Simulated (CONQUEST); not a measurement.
**Energy of WSi2 along an even scaling of the cell**

System: WSi2 (I4/mmm, 6 atoms in the cell).
Method: Kohn-Sham DFT of a periodic cell, PBEsol, PseudoDojo NC PBEsol, no spin polarisation (CONQUEST 1.3).

The 7 runs differ only in the geometry, by an even scaling of the cell at fixed fractional positions. The structure derives from an entry of the Crystallography Open Database.

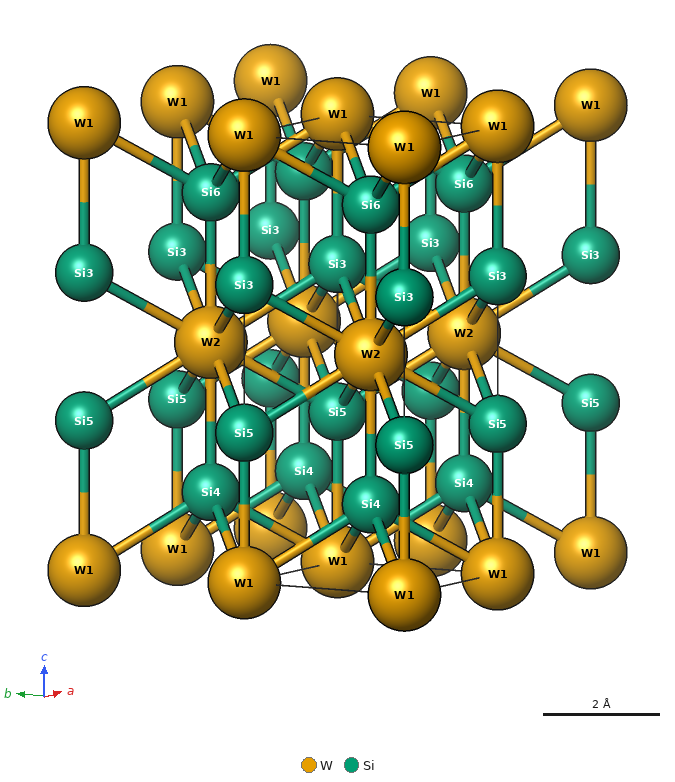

Figure 1. The structure of run 4 (ball-and-stick view of the cell of the calculation, repeated 2 × 2 × 1, seen at an oblique angle; atoms are numbered from 1 in the order of the input). An atom can appear more than once, as a periodic image.

**Input of run 4**
```
IO.Title Si2W
IO.Coordinates coords.dat
IO.FractionalAtomicCoords T
IO.Iprint 2
IO.Iprint_init 1
General.NumberOfSpecies 2
General.PseudopotentialType hamann
AtomMove.TypeOfRun static
AtomMove.FullStress T
Grid.PointsAlongX 32
Grid.PointsAlongY 32
Grid.PointsAlongZ 80
DM.SolutionMethod diagon
Diag.MPMesh T
Diag.GammaCentred T
Diag.MPMeshX 8
Diag.MPMeshY 8
Diag.MPMeshZ 4
Diag.kT 0.00183747
minE.SCTolerance 1e-6
SC.MaxIters 100
IO.AtomChargeOutput T
%block ChemicalSpeciesLabel
1 183.850 W
2 28.090 Si
%endblock
```

Command:
```bash
OMP_NUM_THREADS=1 Conquest
```

Lattice vectors (Å) and fractional positions of run 4:
```
   3.213800    0.000000    0.000000
   0.000000    3.213800    0.000000
   0.000000    0.000000    7.829900
W   0.000000  0.000000  0.000000
W   0.500000  0.500000  0.500000
Si  0.000000  0.000000  0.665300
Si  0.500000  0.500000  0.165300
Si  0.000000  0.000000  0.334700
Si  0.500000  0.500000  0.834700
```

Run 3 has the same physical settings and fractional positions; its lattice vectors (Å) are:
```
   3.192230    0.000000    0.000000
   0.000000    3.192230    0.000000
   0.000000    0.000000    7.777349
```

**Results, with one run withheld**

| run | volume per atom (Å³) | free energy per atom, from the lowest run given (meV) | pressure (GPa) |
| --- | --- | --- | --- |
| 1 | 12.670 | 47.90 | 18.16 |
| 2 | 12.939 | 22.70 | 11.88 |
| 3 | 13.209 | ? | ? |
| 4 | 13.479 | 0.00 | 1.70 |
| 5 | 13.748 | 0.84 | −2.62 |
| 6 | 14.018 | 8.54 | −6.43 |
| 7 | 14.287 | 22.87 | −10.31 |

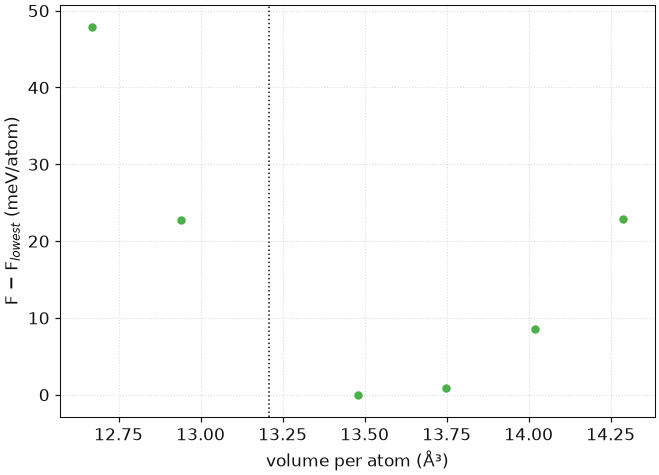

Figure 2. Free energy per atom of the runs given; the dotted line marks run 3.

Fit the runs given and predict run 3.

A cubic polynomial in V^(−2/3) (the Birch–Murnaghan form), fitted to the 6 runs given, misses them by at most 0.09 meV per atom. With x = V^(−2/3) − 0.17635 Å⁻², it reads F = −0.24145 + 975.13 x + 6.9469e+05 x² + 55940 x³ (meV per atom). At run 3 it gives 7.03 meV per atom, and the run itself gives 7.09. The slope of the fit gives a pressure −dF/dV of 6.66 GPa there, and the run prints 6.72 GPa. The two needn't agree exactly: the fit is approximate, and the printed stress is taken on a finite basis. The fit has its minimum at 13.584 Å³ per atom, where V d²F/dV² gives 225 GPa. Cell shape and fractional positions are held, so this is the stiffness under even scaling; the relaxed bulk modulus wasn't computed.

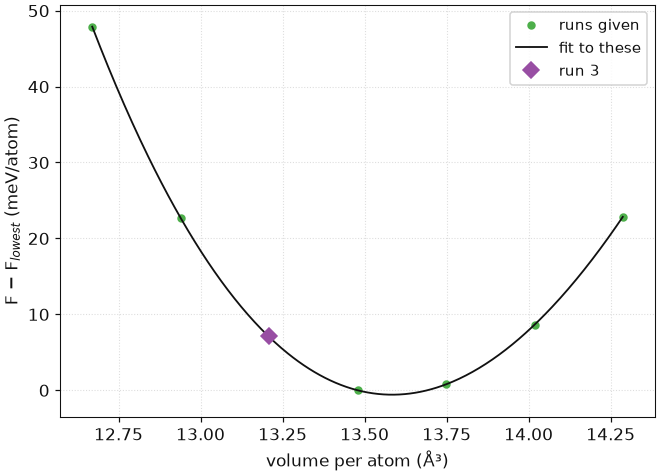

Figure 3. The fit and the withheld run.

**Some lines of the output (run 3)**
```
[...]
          DFT Total Energy                 :      -168.636387612553165 Ha
          Free Energy (E-TS)               :      -168.636846182775713 Ha
          DFT Total Energy                 :      -168.636537378633705 Ha
          Free Energy (E-TS)               :      -168.636834340344450 Ha
          DFT Total Energy                 :      -168.636542551465880 Ha
          Free Energy (E-TS)               :      -168.636786293985722 Ha
          DFT Total Energy                 :      -168.636671465268989 Ha
          Free Energy (E-TS)               :      -168.636784928521905 Ha
          DFT Total Energy                 :      -168.636671058750011 Ha
          Free Energy (E-TS)               :      -168.636785168085936 Ha
          DFT Total Energy                 :      -168.636671304860897 Ha
      | Free Energy as E-TS      =      -168.636785168085936 Ha
      |* DFT total energy        =      -168.636671304860897 Ha
    force: Average pressure:      6.71979503 GPa
```

Notes: Spin–orbit coupling is left out, which matters for W. With a small basis of atomic orbitals these values can differ much from converged plane-wave results.
